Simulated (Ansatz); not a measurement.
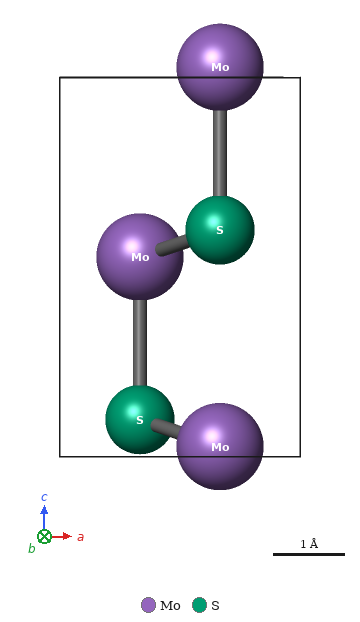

Figure 1. The structure as given in the input (ball-and-stick view of the cell of the calculation, along the b axis).

# Run report: MoS, geometry relaxation (part 1 of 2)

The run: geometry relaxation of MoS (4 atoms in the cell). Method and program: DFT PBEsol, scalar-relativistic, plane waves, PAW (Ansatz 0.2.0).

The structure was built on a prototype by a generator; it need not be a known phase. The run did not end well. It belongs to a series of runs on one base structure; here: volume × 1.020.

## The input
```yaml
crystal:
  lattice:
    - [3.9450977644, 0.0, 0.0]
    - [-1.9725488822, 3.4165548844, 0.0]
    - [0.0, 0.0, 5.3934223111]
  atoms:
    - { symbol: Mo, position: [0.6666666667, 0.3333333333, 0.0269703124], spin: 0.05 }
    - { symbol: Mo, position: [0.3333333333, 0.6666666667, 0.5269703124], spin: 0.05 }
    - { symbol: S, position: [0.6666666667, 0.3333333333, 0.5982296876] }
    - { symbol: S, position: [0.3333333333, 0.6666666667, 0.0982296876] }
basis:
  ecutwfc: 420
  ecutrho_ratio: 4
kpoints:
  mp_grid: { grid: [10, 10, 6] }
hamiltonian:
  xc: pbesol
scf:
  occupations: { method: gaussian, width: 0.05 }
output:
  forces: true
  stress: true
  eigenvalues: true
  populations: true
magnetization:
  spin_polarized: true
relax:
  f_tol: 0.01
  max_steps: 40
  cell: { stress_tol: 0.1, fix: [volume] }
```

## Output
```
Engine: ansatz 0.2.0, aarch64-unknown-linux-gnu
Pseudopotentials: kind: paw
Pseudopotential: Mo, paw, valence charge 14, recommended cutoff 420 eV (normal), Mo.paw.azcp
Pseudopotential: S, paw, valence charge 6, recommended cutoff 420 eV (normal), S.paw.azcp
Functional definition: PBEsol
  exchange = pbesol_x
  correlation = pbesol_c
Crystal: 4 atoms, lattice volume = 72.696 Å³
Basis set: ecut = 420 eV, 1399 PW (Γ), exchange–correlation on 54×54×80 points (8 copies of the dense FFT grid, shifted against one another)
Bands: 25, of which v1, the nominal top of the filled ones, is band 20 counted from 1 (19 counted from 0)
Symmetry: 12 space group operations
Space group: P63mc (ITA 186), of the structure as read, at distance tolerance 4.2e-5 Å
Magnetic group: BNS 186.203 (UNI 1433), of the structure as read, at distance tolerance 4.2e-5 Å
k-points: 56 of 600 (time reversal used)
Non-local potential: Mo, projectors of the file, l = 0: 3, l = 1: 2, l = 2: 2, l = 3: 1
Non-local potential: S, projectors of the file, l = 0: 2, l = 1: 2, l = 2: 2
PAW form: soft (Blöchl's): semilocal exchange-correlation on the pseudo side does not see the compensation charge
PAW frozen core: Mo, regenerated for the run's functional, and the local potential with it (the file was generated under x = pbe(κ = 0.804, μ = 0.2195149727645171), c = pbe(β = 0.06672455060314922))
PAW frozen core: S, regenerated for the run's functional, and the local potential with it (the file was generated under x = pbe(κ = 0.804, μ = 0.2195149727645171), c = pbe(β = 0.06672455060314922))
PAW one-centre angular grid: Mo, 590 points (default); XC on 64 Gauss nodes
PAW one-centre angular grid: S, 110 points (default); XC on 64 Gauss nodes
Initial density: superposition of atomic densities (chi_scale 0.1, normalization cell)
Starting moments: Σ|m| = 0.1 μB on 2 of 4 sites
Initial wavefunctions: pseudopotential atomic-orbital guess
Functional: x = pbesol(κ = 0.804, μ = 0.12345679012345678), c = pbesol(β = 0.046)
SCF iter   1: F=—  HF=-11566.600693 eV  |F-HF|=—  |Δ(HF+E_count)|=         —  Δρ=3.64e-2 (↑3.64e-2 ↓3.62e-2)  dr2=5.35e0  dr2_m=7.81e-5  M=0.085 μB ∫|m|=0.086 μB  β_m=0.30  ethr=3.10e-3  ⟨swp⟩=6.0  Hψ=12118  notcnv=0
Mixer restart at iter 1: flushing history
preconditioner: auto → Kerker (q_TF=auto, 2.470 Å⁻¹)  [metal: Δε(μ)=0.005 eV  Ē_g=7.696 eV  σ=0.050 eV  W_gap=0.05  n_scr=22 (ndim 8)  ℏωp=21.3 eV  f_vac=0.000  D(μ)=5.39/eV (n_scr^D=54)]
spin=Collinear: Kerker preconditioning applied to the charge; magnetization (m = ρ↑ − ρ↓) channel mixes plain (no charge-response kernel on spin).
SCF iter   2: F=—  HF=-11565.320289 eV  |F-HF|=—  |Δ(HF+E_count)|=    1.28e0  Δρ=2.33e-2 (↑2.33e-2 ↓2.31e-2)  dr2=1.99e0  dr2_m=4.77e-5  M=0.079 μB ∫|m|=0.081 μB  β_m=0.53  ethr=3.10e-3  ⟨swp⟩=2.4  Hψ=5084  notcnv=0  defer=64
SCF iter   3: F=—  HF=-11564.489332 eV  |F-HF|=—  |Δ(HF+E_count)|=   8.31e-1  Δρ=5.88e-3 (↑5.81e-3 ↓5.88e-3)  dr2=6.99e-2  dr2_m=2.20e-5  M=0.061 μB ∫|m|=0.066 μB  β_m=0.76  ethr=3.10e-3  ⟨swp⟩=2.4  Hψ=4766  notcnv=0  defer=64
SCF iter   4: F=—  HF=-11564.580389 eV  |F-HF|=—  |Δ(HF+E_count)|=         —  Δρ=1.20e-3 (↑1.20e-3 ↓1.19e-3)  dr2=4.41e-3  dr2_m=1.36e-4  M=0.026 μB ∫|m|=0.030 μB  β_m=0.76  ethr=1.75e-4  ⟨swp⟩=2.9  Hψ=6074  notcnv=0  defer=62
Mixer restart at iter 4: flushing history
SCF iter   5: F=—  HF=-11564.579462 eV  |F-HF|=—  |Δ(HF+E_count)|=   9.27e-4  Δρ=6.49e-4 (↑5.66e-4 ↓6.49e-4)  dr2=1.42e-3  dr2_m=4.77e-5  M=0.016 μB ∫|m|=0.019 μB  β_m=0.88  ethr=1.10e-5  ⟨swp⟩=1.1  Hψ=2925  notcnv=0  defer=62
SCF iter   6: F=—  HF=-11564.579235 eV  |F-HF|=—  |Δ(HF+E_count)|=   2.27e-4  Δρ=1.84e-4 (↑1.84e-4 ↓1.53e-4)  dr2=1.19e-4  dr2_m=2.99e-6  M=0.005 μB ∫|m|=0.006 μB  β_m=0.93  ethr=3.56e-6  ⟨swp⟩=2.2  Hψ=4009  notcnv=0  defer=62
SCF iter   7: F=—  HF=-11564.579252 eV  |F-HF|=—  |Δ(HF+E_count)|=   1.66e-5  Δρ=6.11e-5 (↑6.11e-5 ↓6.01e-5)  dr2=1.21e-5  dr2_m=2.13e-7  M=0.001 μB ∫|m|=0.002 μB  β_m=0.96  ethr=2.98e-7  ⟨swp⟩=2.4  Hψ=4509  notcnv=0  defer=62
SCF iter   8: F=—  HF=-11564.579270 eV  |F-HF|=—  |Δ(HF+E_count)|=   1.87e-5  Δρ=1.03e-5 (↑9.95e-6 ↓1.03e-5)  dr2=2.46e-7  dr2_m=2.33e-9  M=0.000 μB ∫|m|=0.000 μB  β_m=0.98  ethr=3.01e-8  ⟨swp⟩=2.1  Hψ=3974  notcnv=0  defer=62
SCF iter   9: F=—  HF=-11564.579270 eV  |F-HF|=—  |Δ(HF+E_count)|=   1.25e-7  Δρ=1.91e-6 (↑1.89e-6 ↓1.91e-6)  dr2=1.07e-8  dr2_m=3.46e-11  M=0.000 μB ∫|m|=0.000 μB  β_m=0.99  ethr=6.15e-10  ⟨swp⟩=2.2  Hψ=4268  notcnv=0  defer=62
SCF iter  10: F=-11564.579270 eV  HF=-11564.579270 eV  |F-HF|=1.31e-10  |Δ(HF+E_count)|=   6.29e-9  Δρ=4.53e-7 (↑4.53e-7 ↓4.31e-7)  dr2=4.50e-10  dr2_m=1.47e-12  M=-0.000 μB ∫|m|=0.000 μB  ethr=2.67e-11  ⟨swp⟩=5.2  Hψ=9571  notcnv=0
WARN: the starting moments were not kept: the SCF closed with an absolute magnetisation of 2.1e-6 μB, where they sum to 0.1 μB in size (2 sites). That is at most 0.1 of that sum. Measured as dr2_m measures the in/out step, that magnetisation stands 5.2e-13 eV from none, at or under the dr2_threshold of 1.0e-7 eV: it is no larger than a step whose dr2_m would equal this threshold. The system may hold no moment; this SCF shows only that its start led to no more than that. To try another start: raise the starting moments (crystal.atoms[].spin, magnetization.per_species, magnetization.initial_magnetization, or on a non-collinear deck that types none of these the spinor_matrix: blocks that start its atoms; where the total moment is fixed, keep their sum and leave initial_magnetization as it is; typed ones take the place of any that the run laid by itself, positive ones on a crystal's lanthanoids without a Hubbard term where scf.initial_density.shell_occupations: [] is typed) or, if the notice of its spin-set hold's release reads "site moments contracting" or "site moments show no strong build", lengthen the hold (scf.mixing.spin_hold: { on: { confirm: 4 } }; for m-r²SCAN on two components see the key's manual first). Each may lead to a state that holds a moment. A second SCF, from the converged charge density, with the starting moments and any scf.initial_density.shell_occupations laid on it anew, would have followed, and was not run: the deck does not ask for one (magnetization.retry_lost_moments is false, the default). To let it run, set magnetization.retry_lost_moments: true and run the deck again, where that key's refused combinations let it; where memory then withholds it, that run's warning says so.
SCF 1 converged in 10 iterations: F = -11564.579270 eV  dr2 = 4.50e-10
  greatest PAW one-centre occupation: 0.999 electrons in one spin orbital (limit 2), on the Mo atom at site 1 (counted from 0), in its partial waves of l = 0
relax step   1: F+E_penalty+E_count = -11564.57927049 eV  Δ(F+E_penalty+E_count) = +0.000e0 eV  max|allowed force component| = 8.498e-2 eV/Å  Δτ_max = 0.0000 Å  P = -2.978 GPa  Ω = 72.696 Å³  fix = [volume]  reactions: volume -2.978 GPa  (10 SCF iters, dr2 threshold 1.00e-7 eV, accepted)
Basis set: ecut = 420 eV, 1447 PW (Γ), exchange–correlation on 54×54×80 points (8 copies of the dense FFT grid, shifted against one another)
Initial density: handed on by an earlier stage of this run
Starting moments: Σ|m| = 0.1 μB on 2 of 4 sites; this step starts from the density that it was given
Initial wavefunctions: those handed on with the density
iter 1 solved again at ethr=1.08e-6 eV; its pass at ethr=3.10e-3 eV (dr2=4.33e-4 eV) is discarded
SCF iter   1: F=—  HF=-11564.581882 eV  |F-HF|=—  |Δ(HF+E_count)|=         —  Δρ=4.05e-4 (↑4.05e-4 ↓4.03e-4)  dr2=2.76e-4  dr2_m=2.28e-7  M=-0.000 μB ∫|m|=0.000 μB  β_m=0.65  ethr=1.08e-6  ⟨swp⟩=3.0  Hψ=16288  notcnv=0
preconditioner: auto → none  [metal: Δε(μ)=0.003 eV  Ē_g=7.128 eV  σ=0.050 eV  W_gap=0.03  n_scr=8 (ndim 8)  ℏωp=21.3 eV  f_vac=0.000  D(μ)=4.04/eV (n_scr^D=34)]
SCF iter   2: F=—  HF=-11564.581793 eV  |F-HF|=—  |Δ(HF+E_count)|=   8.84e-5  Δρ=1.70e-4 (↑1.68e-4 ↓1.70e-4)  dr2=7.05e-5  dr2_m=3.96e-8  M=-0.000 μB ∫|m|=0.000 μB  β_m=0.46  ethr=6.90e-7  ⟨swp⟩=2.0  Hψ=4146  notcnv=0
SCF iter   3: F=—  HF=-11564.581865 eV  |F-HF|=—  |Δ(HF+E_count)|=   7.17e-5  Δρ=8.68e-5 (↑8.57e-5 ↓8.68e-5)  dr2=7.02e-6  dr2_m=1.99e-8  M=-0.000 μB ∫|m|=0.000 μB  β_m=0.53  ethr=1.76e-7  ⟨swp⟩=2.0  Hψ=4126  notcnv=0
SCF iter   4: F=—  HF=-11564.581880 eV  |F-HF|=—  |Δ(HF+E_count)|=   1.48e-5  Δρ=2.80e-5 (↑2.80e-5 ↓2.76e-5)  dr2=1.19e-6  dr2_m=2.87e-9  M=-0.000 μB ∫|m|=0.000 μB  β_m=0.56  ethr=1.76e-8  ⟨swp⟩=1.6  Hψ=3886  notcnv=0
SCF iter   5: F=—  HF=-11564.581886 eV  |F-HF|=—  |Δ(HF+E_count)|=   6.18e-6  Δρ=7.94e-6 (↑7.94e-6 ↓7.67e-6)  dr2=1.58e-7  dr2_m=2.74e-10  M=-0.000 μB ∫|m|=0.000 μB  β_m=0.77  ethr=2.98e-9  ⟨swp⟩=2.0  Hψ=4184  notcnv=0
SCF iter   6: F=-11564.581888 eV  HF=-11564.581888 eV  |F-HF|=7.08e-8  |Δ(HF+E_count)|=   1.51e-6  Δρ=4.19e-6 (↑4.19e-6 ↓4.08e-6)  dr2=8.19e-8  dr2_m=7.67e-12  M=-0.000 μB ∫|m|=0.000 μB  ethr=3.95e-10  ⟨swp⟩=2.0  Hψ=10044  notcnv=0
the starting moments were not kept: the SCF closed with an absolute magnetisation of 1.3e-5 μB, where they sum to 0.1 μB in size (2 sites). That is at most 0.1 of that sum. Measured as dr2_m measures the in/out step, that magnetisation stands 2.7e-11 eV from none, at or under the dr2_threshold of 4.0e-7 eV: it is no larger than a step whose dr2_m would equal this threshold.
SCF 2 converged in 6 iterations: F = -11564.581888 eV  dr2 = 8.19e-8
  greatest PAW one-centre occupation: 0.999 electrons in one spin orbital (limit 2), on the Mo atom at site 0 (counted from 0), in its partial waves of l = 0
relax step   2: F+E_penalty+E_count = -11564.58188761 eV  Δ(F+E_penalty+E_count) = -2.617e-3 eV  max|allowed force component| = 6.301e-2 eV/Å  Δτ_max = 0.0066 Å  P = -2.634 GPa  Ω = 72.696 Å³  energy of the carried Pulay correction = -1.336e-18 eV  fix = [volume]  reactions: volume -2.634 GPa  (6 SCF iters, dr2 threshold 4.00e-7 eV, accepted)
iter 1 solved again at ethr=2.74e-6 eV; its pass at ethr=3.10e-3 eV (dr2=1.10e-3 eV) is discarded
```
